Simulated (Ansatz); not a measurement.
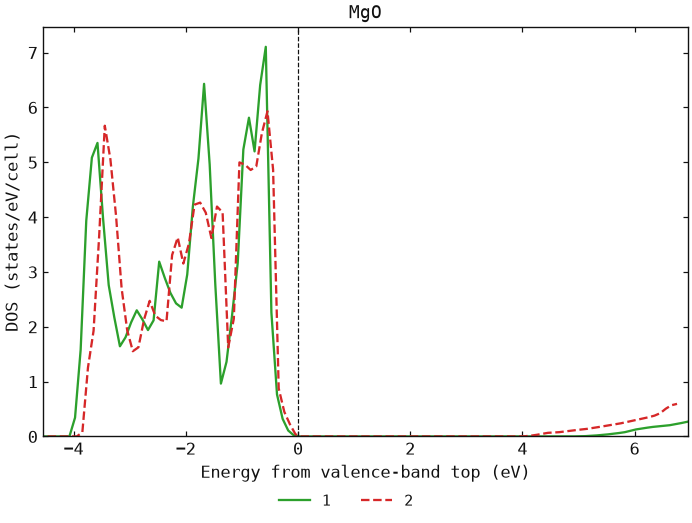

Total densities of states of MgO, space group P6_3/mmc, 4 atoms in the cell, by two methods on the same cell. Each is counted from its own valence-band top.

Q: Which curve is which? The methods: HSE06, r2SCAN.

A: 1 is HSE06; 2 is r2SCAN. HSE06 gives a gap of 4.85 eV and r2SCAN gives a gap of 3.91 eV.

Settings. HSE06: DFT HSE06, scalar-relativistic, plane waves, PAW, no spin polarisation, 6×6×4 k mesh, 420 eV cutoff, Gaussian smearing of 0.02 eV (Ansatz 0.2.0). r2SCAN: DFT r2SCAN, scalar-relativistic, plane waves, PAW, no spin polarisation, 6×6×6 k mesh, 500 eV cutoff, Gaussian smearing of 0.02 eV (Ansatz 0.2.0).
